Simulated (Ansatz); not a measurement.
**Run report: WSe, single-point calculation**

WSe (Fm-3m, 8 atoms in the cell), computed with DFT PBE, scalar-relativistic, plane waves, PAW, no spin polarisation (Ansatz 0.2.0).

The structure was made by swapping elements on the sites of another compound; it need not be a known phase. It belongs to a series of runs on one base structure; here: rock salt type (Fm-3m, No. 225); cell x4.

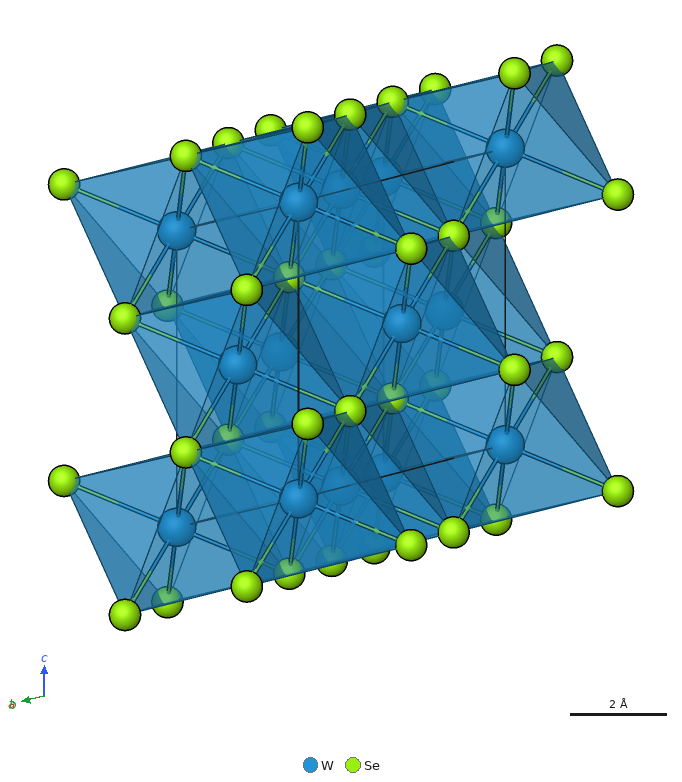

The input geometry (polyhedral view of the cell of the calculation, seen at an oblique angle; polyhedra are completed across the faces of the cell).

Summary:

| quantity | value |
| --- | --- |
| outcome | converged |
| space group (tolerance 0.01 Å) | Fm-3m (225) |
| electrons treated | 120 |
| free energy | −63406.0616 eV |
| Fermi energy | 17.502 eV |
| gap on the k-point mesh | none (metallic) |
| pressure | 0.13 GPa |
| largest force (length of the vector) | under 0.001 eV/Å |
| hardware | 1 thread of Intel Xeon @ 2.50GHz (Skylake/Cascade Lake), 192 GiB of memory available, shared host |
| wall time | 23 s |
| peak memory | 0.58 GiB |

Remarks:

Spin–orbit coupling is left out, which matters for W.

Input:
```yaml
crystal:
  lattice:
    - [2.6153187715, 2.6153187715, 0.0]
    - [2.6153187715, -2.6153187715, 5.2306375431]
    - [2.6153187715, -2.6153187715, -5.2306375431]
  atoms:
    - { symbol: W, position: [0.5, 0.5, 0.0] }
    - { symbol: W, position: [0.0, 1.0, 1.0] }
    - { symbol: W, position: [0.0, 0.5, 0.5] }
    - { symbol: W, position: [0.5, 1.0, 0.5] }
    - { symbol: Se, position: [0.0, 0.25, 0.75] }
    - { symbol: Se, position: [0.5, 0.75, 0.75] }
    - { symbol: Se, position: [0.5, 0.25, 0.25] }
    - { symbol: Se, position: [0.0, 0.75, 0.25] }
basis:
  ecutwfc: 420
kpoints:
  mp_grid: { grid: [6, 4, 4] }
hamiltonian:
  xc: pbe
scf:
  occupations: { method: gaussian, width: 0.1 }
output:
  forces: true
  stress: true
  eigenvalues: true
```

Command:
```bash
ansatz run input.yaml --threads 1 --pin off --max-ram 2560MiB --backend cpu --events-out ev --progress --plain --runs-dir out
```

Log:
```
Engine: ansatz 0.2.0, x86_64-unknown-linux-gnu
Pseudopotentials: kind: paw
Pseudopotential: W, paw, valence charge 14, recommended cutoff 420 eV (normal), W.paw.azcp
Pseudopotential: Se, paw, valence charge 16, recommended cutoff 420 eV (normal), Se.paw.azcp
Functional definition: PBE
  parameter kappa = 0.804
  parameter beta = 0.06672455060314922
  exchange = pbe_x(kappa = kappa, mu = beta*pi^2/3)
  correlation = pbe_c(beta = beta)
Crystal: 8 atoms, lattice volume = 143.108 Å³
Basis set: ecut = 420 eV, 2817 PW (Γ), exchange–correlation on 50×90×90 points (8 copies of the dense FFT grid, shifted against one another)
Bands: 72, of which v1, the nominal top of the filled ones, is band 60 counted from 1 (59 counted from 0)
Symmetry: 32 space group operations
Space group: Fm-3m (ITA 225), of the structure as read, at distance tolerance 5.2e-5 Å
k-points: 28 of 96
Non-local potential: W, projectors of the file, l = 0: 3, l = 1: 2, l = 2: 2, l = 3: 1
Non-local potential: Se, projectors of the file, l = 0: 2, l = 1: 2, l = 2: 3, l = 3: 1
PAW form: soft (Blöchl's): semilocal exchange-correlation on the pseudo side does not see the compensation charge
PAW one-centre angular grid: W, 590 points (default); XC on 64 Gauss nodes
PAW one-centre angular grid: Se, 590 points (default); XC on 64 Gauss nodes
Initial density: superposition of atomic densities (neutral atoms: chi_scale 0, normalization atom), corrected by the library's trained network
Initial wavefunctions: pseudopotential atomic-orbital guess
Functional: x = pbe(κ = 0.804, μ = 0.2195149727645171), c = pbe(β = 0.06672455060314922)
SCF iter   1: F=—  HF=-63406.069018 eV  |F-HF|=—  |Δ(HF+E_count)|=         —  Δρ=3.98e-3  dr2=3.66e-2  ethr=1.77e-3  ⟨swp⟩=5.4  Hψ=7714  notcnv=0
preconditioner: auto → Kerker (q_TF=auto, 2.649 Å⁻¹)  [metal: Δε(μ)=0.012 eV  Ē_g=7.167 eV  σ=0.100 eV  W_gap=0.07  n_scr=48 (ndim 8)  ℏωp=21.5 eV  f_vac=0.000  D(μ)=13.89/eV (n_scr^D=178)]
SCF iter   2: F=—  HF=-63406.064156 eV  |F-HF|=—  |Δ(HF+E_count)|=   4.86e-3  Δρ=2.30e-3  dr2=1.18e-2  ethr=3.05e-5  ⟨swp⟩=1.0  Hψ=2332  notcnv=0
SCF iter   3: F=—  HF=-63406.061815 eV  |F-HF|=—  |Δ(HF+E_count)|=   2.34e-3  Δρ=5.40e-4  dr2=6.46e-4  ethr=9.81e-6  ⟨swp⟩=2.0  Hψ=2579  notcnv=0
SCF iter   4: F=—  HF=-63406.061570 eV  |F-HF|=—  |Δ(HF+E_count)|=   2.44e-4  Δρ=2.14e-4  dr2=5.20e-5  ethr=5.38e-7  ⟨swp⟩=2.0  Hψ=3507  notcnv=0
SCF iter   5: F=—  HF=-63406.061564 eV  |F-HF|=—  |Δ(HF+E_count)|=   6.42e-6  Δρ=5.48e-5  dr2=4.99e-6  ethr=4.34e-8  ⟨swp⟩=2.5  Hψ=3444  notcnv=0
SCF iter   6: F=—  HF=-63406.061564 eV  |F-HF|=—  |Δ(HF+E_count)|=   4.26e-7  Δρ=1.25e-5  dr2=2.09e-7  ethr=4.15e-9  ⟨swp⟩=2.0  Hψ=2516  notcnv=0
SCF iter   7: F=-63406.061564 eV  HF=-63406.061564 eV  |F-HF|=1.54e-9  |Δ(HF+E_count)|=   8.84e-8  Δρ=2.16e-6  dr2=3.61e-9  ethr=8.33e-11  ⟨swp⟩=8.0  Hψ=7105  notcnv=0
SCF 1 converged in 7 iterations: F = -63406.061564 eV  dr2 = 3.61e-9
  greatest PAW one-centre occupation: 1.000 electrons in one spin orbital (limit 2), on the Se atom at site 7 (counted from 0), in its partial waves of l = 2
```

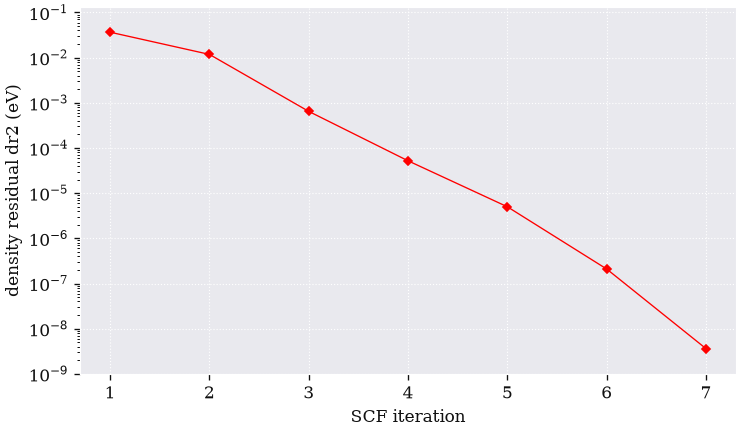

Convergence of the self-consistent field: density residual dr2 against the SCF iteration. The residual falls at every step.

```
SCF converged after 7 iterations
Free energy (F): -63406.061564 eV
Harris-Foulkes:  -63406.061564 eV  (|F-HF|=1.54e-9)
Internal energy: -63405.992733 eV  (E = F + TS)
E sigma→0 (E₀):  -63406.027149 eV
Entropy (-TS):   -0.068831 eV (-8.604 meV/atom)
Fermi energy:    17.502329 eV
--- Per-component energies (eV) ---
  E_band       = -1690.233373
  E_kinetic    = 2285.324649
  E_local      = -11061.777268  (includes V_loc(G=0)·N_el)
  E_nonlocal   = -2359.905678
  E_hartree    = 5216.167222
  E_xc         = -1481.135754
  E_vxc        = -1344.601223  (∫ρ·V_xc dr)
  E_paw        = -41906.524385  (= ΣΔE_a)
  E_vpaw       = 358.396209  (= ΣTr[D̂ρ^β])
  E_aug_tail   = -0.002628  (compensation charges beyond the density's cutoff)
  E_ewald      = -14098.138890
  E_smearing   = -0.068831  (= −TS)
  E_closure    = 0.000000  (closes the sum)
  Σ components = -63406.061564   (vs F -63406.061564, Δ=0.00e0)
--- Forces (eV/Å), atoms counted from 1 ---
  atom   1  W      0.00000000    -0.00000000    -0.00000000
  atom   2  W      0.00000000    -0.00000000     0.00000000
  atom   3  W      0.00000000    -0.00000000     0.00000000
  atom   4  W      0.00000000    -0.00000000    -0.00000000
  atom   5  Se    -0.00000000     0.00000000    -0.00000000
  atom   6  Se    -0.00000000    -0.00000000    -0.00000000
  atom   7  Se    -0.00000000    -0.00000000    -0.00000000
  atom   8  Se     0.00000000     0.00000000    -0.00000000
  max |Σ_I F_I| component: 1.94e-26 eV/Å
--- Stress (GPa, compression-positive) ---
        0.247134      -0.303709      -0.000000
       -0.303709       0.247134       0.000000
        0.000000      -0.000000      -0.108017
  P = ⅓ Tr σ = 0.1288 GPa (1.288 kbar)
--- Band table (eV; the first three rows and the last of 28) ---
  k-point 0: bands = ["-57.0078", "-57.0051", "-57.0051", "-57.0043", "-31.9906", "-31.9906", "-31.9897", "-31.9897", "-31.9895", "-31.9889", "-31.9887", "-31.9882", "-31.9760", "-31.9758", "-31.9756", "-31.9756", "-31.9754", "-31.9749", "-31.9749", "-31.9746", "-31.9742", "-31.9735", "-31.9735", "-31.9729", "-21.3717", "-21.3717", "-21.3628", "-21.3130", "-21.3085", "-21.2857", "-21.2857", "-21.2855", "-21.2855", "-21.2824", "-21.2797", "-21.2753", "0.9130", "2.2948", "2.7374", "2.7374", "8.6837", "8.6837", "10.7250", "11.5267", "11.5267", "11.5307", "11.5307", "13.2469", "13.2502", "13.5932", "14.8414", "14.8420", "14.8463", "15.3556", "15.3573", "15.3623", "15.8520", "15.8549", "16.8529", "17.5780", "17.5780", "17.5828", "17.5828", "17.7098", "17.9545", "17.9545", "18.3165", "18.3191", "18.8598", "19.5293", "19.5293", "19.7177"]
  k-point 1: bands = ["-57.0074", "-57.0055", "-57.0050", "-57.0044", "-31.9904", "-31.9903", "-31.9896", "-31.9895", "-31.9895", "-31.9891", "-31.9888", "-31.9884", "-31.9759", "-31.9757", "-31.9756", "-31.9755", "-31.9753", "-31.9750", "-31.9749", "-31.9748", "-31.9741", "-31.9736", "-31.9734", "-31.9730", "-21.3656", "-21.3581", "-21.3571", "-21.3123", "-21.3090", "-21.2938", "-21.2925", "-21.2895", "-21.2848", "-21.2846", "-21.2806", "-21.2799", "1.1197", "2.3523", "2.3784", "2.6635", "9.0346", "9.3661", "10.5986", "11.4586", "11.7062", "11.7698", "11.7738", "12.1309", "12.8645", "13.1457", "13.6453", "13.6493", "14.4829", "15.6484", "15.6535", "15.9627", "16.8733", "17.1280", "17.1328", "17.1701", "17.3221", "17.3258", "17.4634", "17.6552", "17.8916", "18.1275", "18.2787", "18.7859", "19.9860", "20.1095", "20.1341", "20.8043"]
  k-point 2: bands = ["-57.0065", "-57.0065", "-57.0047", "-57.0047", "-31.9900", "-31.9900", "-31.9897", "-31.9897", "-31.9892", "-31.9892", "-31.9889", "-31.9889", "-31.9758", "-31.9758", "-31.9754", "-31.9754", "-31.9751", "-31.9751", "-31.9751", "-31.9751", "-31.9738", "-31.9738", "-31.9732", "-31.9732", "-21.3545", "-21.3545", "-21.3252", "-21.3252", "-21.3100", "-21.3100", "-21.2992", "-21.2992", "-21.2826", "-21.2826", "-21.2826", "-21.2826", "1.6807", "1.6807", "2.4998", "2.4998", "9.9176", "9.9176", "11.0334", "11.0334", "11.4446", "11.4446", "12.1989", "12.1989", "12.4891", "12.4891", "12.4931", "12.4931", "15.6173", "15.6173", "16.2936", "16.2936", "16.2987", "16.2987", "16.4135", "16.4135", "17.8296", "17.8296", "18.0093", "18.0093", "19.2078", "19.2078", "19.4164", "19.4164", "19.4200", "19.4200", "19.8916", "19.8916"]
  k-point 27: bands = ["-57.0051", "-57.0051", "-57.0043", "-57.0043", "-31.9906", "-31.9906", "-31.9899", "-31.9899", "-31.9890", "-31.9890", "-31.9881", "-31.9881", "-31.9758", "-31.9758", "-31.9753", "-31.9753", "-31.9748", "-31.9748", "-31.9741", "-31.9741", "-31.9737", "-31.9737", "-31.9734", "-31.9734", "-21.3746", "-21.3746", "-21.3580", "-21.3580", "-21.3157", "-21.3157", "-21.3106", "-21.3106", "-21.2873", "-21.2873", "-21.2810", "-21.2810", "2.2944", "2.2944", "2.7370", "2.7370", "8.6866", "8.6866", "10.7279", "10.7279", "11.5283", "11.5283", "11.5289", "11.5289", "13.2462", "13.2462", "13.2501", "13.2501", "13.5885", "13.5885", "16.8502", "16.8502", "17.5802", "17.5802", "17.5807", "17.5807", "17.7114", "17.7114", "17.9520", "17.9520", "18.3179", "18.3179", "18.3228", "18.3228", "19.5285", "19.5285", "19.7181", "19.7181"]
```

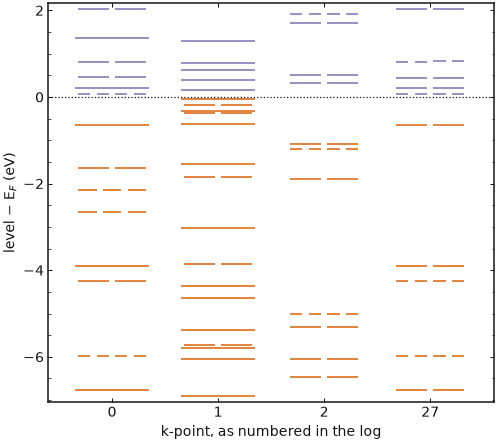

Kohn–Sham levels near the Fermi level (dotted) at the few k-points that the log prints; levels within 0.02 eV of each other stand side by side. The system is metallic on the full mesh.
